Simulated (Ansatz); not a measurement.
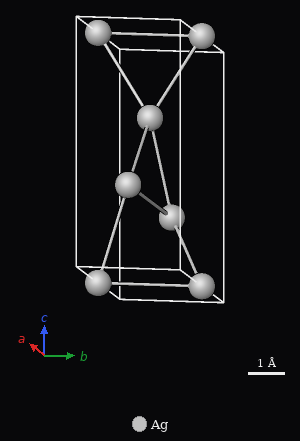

Phonons of crystalline Ag (a generated structure), space group P6₄22 (No. 181), at the zone centre. The picture is a ball-and-stick view of the cell of the calculation, seen from a free direction.

All numbers below come from Ansatz, DFT PBE, scalar-relativistic, plane waves, PAW. Set-up: plane-wave cutoff 420 eV; k-point mesh 18 × 18 × 6; occupations fermi dirac; smearing width 0.15 eV; no spin polarisation.

The frequencies depend somewhat on the k-mesh and the smearing.

Q: List the optical modes.

A: The calculation's cell holds 3 atoms, so there are 6 optical modes, in 4 levels. The optical modes span B₁ + E₁ + B₂ + E₂. One level is unstable (imaginary frequency).

```csv
level,symmetry,frequency (cm⁻¹),activity
1,B₁,41i,silent
2,E₁,44,infrared- and Raman-active
3,B₂,74,silent
4,E₂,138,Raman-active
```

The crystal is a metal, so free carriers screen the infrared response.

The displacement patterns (one member of each degenerate set):

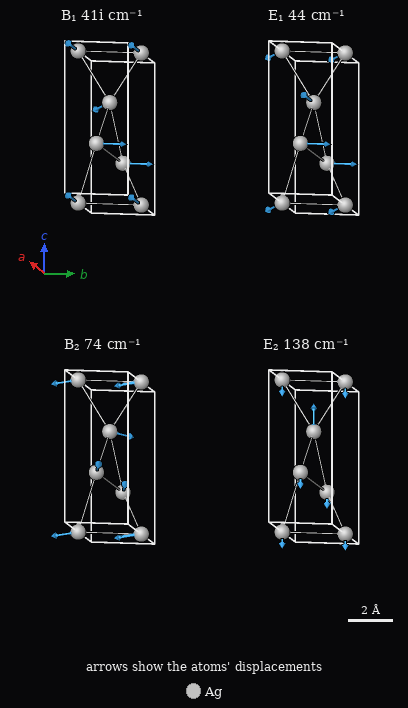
